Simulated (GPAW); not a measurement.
**3d dopants in AlAs: moments across the series**

One cation of AlAs is replaced by one 3d element after another. What moment does each carry?

Program: GPAW 26.7.0. Level of theory: PBE; plane waves with GPAW's PAW setups, scalar-relativistic. Results are calculated unless marked as measured.

### Step 1. Set-up

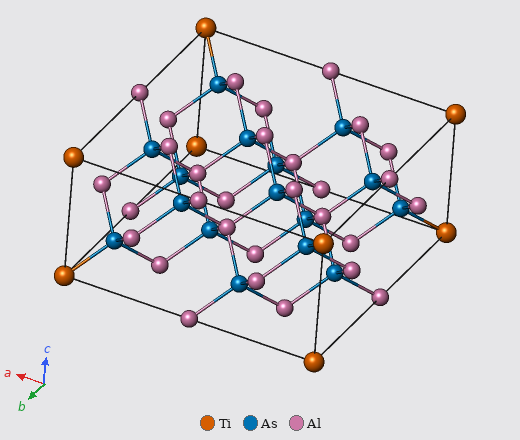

Start, viewed from a free direction; titanium orange, arsenic blue, aluminium pink. Bonds to atoms that aren't drawn are left out. Some periodic images of atoms are drawn too.

This is the first member shown.

### Step 2. The first member

This run shows input and output; the others differ as the table says.

order1.py reads:

```python
import json
import numpy as np
from ase import Atoms
from ase.parallel import paropen, parprint
from gpaw import GPAW

atoms = Atoms(['Ti', 'As', 'Al', 'As', 'Al', 'As', 'Al', 'As', 'Al', 'As', 'Al', 'As', 'Al', 'As', 'Al', 'As', 'Al', 'As', 'Al', 'As', 'Al', 'As', 'Al', 'As', 'Al', 'As', 'Al', 'As', 'Al', 'As', 'Al', 'As'],
    cell=[[11.322, 0.0, 0.0],
         [0.0, 11.322, 0.0],
         [0.0, 0.0, 5.661]],
    scaled_positions=[[0.0, 0.0, 0.0],
         [0.125, 0.125, 0.25],
         [0.0, 0.25, 0.5],
         [0.125, 0.375, 0.75],
         [0.25, 0.0, 0.5],
         [0.375, 0.125, 0.75],
         [0.25, 0.25, 0.0],
         [0.375, 0.375, 0.25],
         [0.0, 0.5, 0.0],
         [0.125, 0.625, 0.25],
         [0.0, 0.75, 0.5],
         [0.125, 0.875, 0.75],
         [0.25, 0.5, 0.5],
         [0.375, 0.625, 0.75],
         [0.25, 0.75, 0.0],
         [0.375, 0.875, 0.25],
         [0.5, 0.0, 0.0],
         [0.625, 0.125, 0.25],
         [0.5, 0.25, 0.5],
         [0.625, 0.375, 0.75],
         [0.75, 0.0, 0.5],
         [0.875, 0.125, 0.75],
         [0.75, 0.25, 0.0],
         [0.875, 0.375, 0.25],
         [0.5, 0.5, 0.0],
         [0.625, 0.625, 0.25],
         [0.5, 0.75, 0.5],
         [0.625, 0.875, 0.75],
         [0.75, 0.5, 0.5],
         [0.875, 0.625, 0.75],
         [0.75, 0.75, 0.0],
         [0.875, 0.875, 0.25]],
    pbc=True,
    magmoms=[1.0, 0.0, 0.0, 0.0, 0.0, 0.0, 0.0, 0.0, 0.0, 0.0, 0.0, 0.0, 0.0, 0.0, 0.0, 0.0, 0.0, 0.0, 0.0, 0.0, 0.0, 0.0, 0.0, 0.0, 0.0, 0.0, 0.0, 0.0, 0.0, 0.0, 0.0, 0.0])
atoms.calc = GPAW(mode={'name': 'pw', 'ecut': 450},
    xc='PBE',
    kpts={'size': (3, 3, 5), 'gamma': True},
    occupations={'name': 'fermi-dirac', 'width': 0.05},
    convergence={'density': 1e-05, 'energy': 1e-05},
    maxiter=200,
    mixer={'name': 'pulay', 'beta': 0.05, 'nmaxold': 6, 'weight': 50},
    symmetry={'tolerance': 1e-4},
    txt='order1.txt')
e = atoms.get_potential_energy(force_consistent=True)
res = {'free_energy': e, 'energy_sigma0': atoms.get_potential_energy(), 'fermi_energy': atoms.calc.get_fermi_level()}
res['moments'] = atoms.get_magnetic_moments().tolist()
res['total'] = atoms.get_magnetic_moment()
parprint('site moments (muB):', np.round(res['moments'], 3))
parprint(f"total moment: {res['total']:.3f} muB")
parprint(f'free energy: {e:.6f} eV')
atoms.calc.write('order1.gpw')
with paropen('results.json', 'w') as f:
    json.dump(res, f)
```

Command:

```console
> OMP_NUM_THREADS=1 mpirun -n 4 gpaw python order1.py > order1.log
```

Numbers of over 12 decimals in the logs are rounded to 6 here.

Output:

```text
site moments (muB): [ 0.655 -0.012  0.008  0.     0.008  0.     0.003 -0.     0.     0.
  0.008 -0.012  0.    -0.     0.003  0.     0.     0.     0.    -0.
  0.008 -0.012  0.003  0.     0.    -0.     0.     0.     0.     0.
  0.003 -0.012]
total moment: 1.000 muB
free energy: -151.490350 eV

--- order1.txt ---
Input parameters:
  mode=PW(ecut=450),
  convergence={'density': 1e-05, 'energy': 1e-05},
  kpts=MonkhorstPack(size=(3, 3, 5), gamma=True),
  maxiter=200,
  mixer=Pulay(name='pulay', nmaxold=6, beta=0.05, weight=50, sigma=0.015, g_ss=None),
  occupations=Occupations(name='fermi-dirac', width=0.05),
  symmetry=Symmetry(tolerance=0.0001),
  xc=XC(name='PBE')

Diagonalizing LCAO Hamiltonian
Converting LCAO to pw mode
        .---------------------------.
       /|                           |
      / |                           |
     /  |  As            As         |
    /   |       As            As    |
   /  Al|           Al              |
  /    As         As As         As  |
 *      .--Al------------Al---------.
 |     / As As         As As       /
 | Al /      Al  Al        Al     /
 |   Al Al    As   Al Al    As   /
 |  /As            As           /
 | /      Al            Al     /
 |/                           /
 Ti------------Al------------*

Atoms  # Å, Bohr magnetons
|    | symbol |        x |        y |        z |    initial magnetic moments |
|----|--------|----------|----------|----------|-----------------------------|
|  0 |     Ti | 0.000000 | 0.000000 | 0.000000 | ( 0.0000,  0.0000,  1.0000) |
|  1 |     As | 1.415250 | 1.415250 | 1.415250 | ( 0.0000,  0.0000,  0.0000) |
[...]
Zero:             -0.317193
  External:          0.000000
  Xc:             -187.370841
  Entropy:          -0.043018
  Spinorbit:         0.000000
  ----------------------------
  Free energy:    -151.490350
  Extrapolated:   -151.468841

dipole moment: (-94.039659, -94.039659, -85.801880)  # |e|*Ang

Total magnetic moment: (0.000000, 0.000000, 0.999672)

Local magnetic moments
|        x |        y |         z |
|----------|----------|-----------|
| 0.000000 | 0.000000 |  0.655458 |  # Ti   0
| 0.000000 | 0.000000 | -0.011882 |  # As   1
| 0.000000 | 0.000000 |  0.008002 |  # Al   2
| 0.000000 | 0.000000 |  0.000102 |  # As   3
| 0.000000 | 0.000000 |  0.008002 |  # Al   4
[...]
| 0.000000 | 0.000000 |  0.000143 |  # Al  28
| 0.000000 | 0.000000 |  0.000102 |  # As  29
| 0.000000 | 0.000000 |  0.003425 |  # Al  30
| 0.000000 | 0.000000 | -0.011882 |  # As  31

Fermi level: 5.445
Eigenvalues  # (at kpt = [0.000, 0.000, 0.000])
| band index |      eig [eV] | occ [0-1] |      eig [eV] | occ [0-1] |
|------------|---------------|-----------|---------------|-----------|
|          0 |       -52.219 |     1.000 |       -51.495 |     1.000 |
|        ... |               |           |               |           |
|         61 |         3.331 |     1.000 |         3.385 |     1.000 |
|         62 |         3.455 |     1.000 |         3.456 |     1.000 |
|         63 |         3.455 |     1.000 |         3.491 |     1.000 |
|         64 |         3.456 |     1.000 |         3.491 |     1.000 |
[...]
|         74 |         6.592 |     0.000 |         6.785 |     0.000 |
|         75 |         6.746 |     0.000 |         6.808 |     0.000 |
|         76 |         6.746 |     0.000 |         6.904 |     0.000 |
|        ... |               |           |               |           |
|         86 |         8.051 |     0.000 |         8.070 |     0.000 |

No gap
No difference between direct/indirect transitions

[key lines of the parts left out:]
Converged in 29 steps
```

It took 6 min on 4 MPI ranks of Arm Neoverse V2, shared host; peak memory 2.2 GiB.

After 29 cycles the largest moment stands at 0.655 μB.

### Step 3. The series

All use a 3×3×5 mesh. Each dopant starts with a moment; a run without spin polarisation gives the energy that the moment gains.

```tsv
dopant	moment in its sphere (μB)	net moment (μB a cell)	largest moment elsewhere (μB)	gain by spin polarisation (meV)
Ti	+0.66	1.00	-0.01	124
V	+1.77	2.00	-0.03	741
Cr	+2.83	3.00	-0.05	1003
Mn	+3.61	4.00	-0.03	1251
Fe	+3.29	4.92	+0.06	938
Co	+1.74	2.08	+0.00	469
Ni	+1.19	2.74	+0.09	186
Cu	-0.00	0.00	-0.00	-0
```

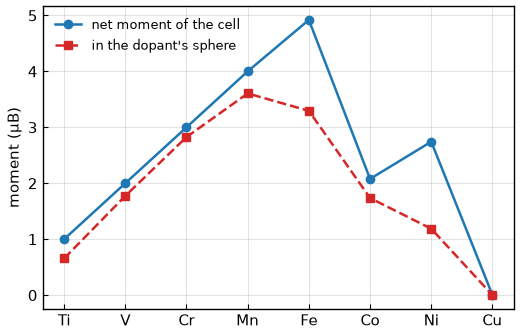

Moments across the 3d series.

### Step 4. Outcome

```
largest net moment                  : 4.92 μB (Fe)
within 0.02 of a whole number of μB : Ti 1.00, V 2.00, Cr 3.00, Mn 4.00
no settled moment                   : Cu
```

**Reading.** The net moment is largest for Fe, 4.92 μB, and vanishes or is a mere residue for Cu. Ti, V, Cr and Mn give a whole number of μB, as a fixed count of unpaired electrons does. Each dopant had one start, so another spin state can lie lower; in so small a cell the dopant levels widen into bands, and with the smearing this can quench a moment. The atoms were not relaxed, which can shift moments and couplings. Trends hold for the rows shown; the series may have further members. Spin–orbit coupling is left out.

[Logs and program files are shortened in this print: banners, set-up blocks, solver, clock and traceback lines can be left out without a mark of their own.]

[Logs are printed without paths, hosts, clocks, repeated set-up lines and the standing remarks that a program may print on its own settings, such as how far it seeks lower states.]

[Hosts, paths, dates, database ids (printed as entryN), source tags and the programs' standing remarks are cut or masked in the printed files.]

[Where a cell is said to come from a database of computed structures, the database is the Materials Project.]
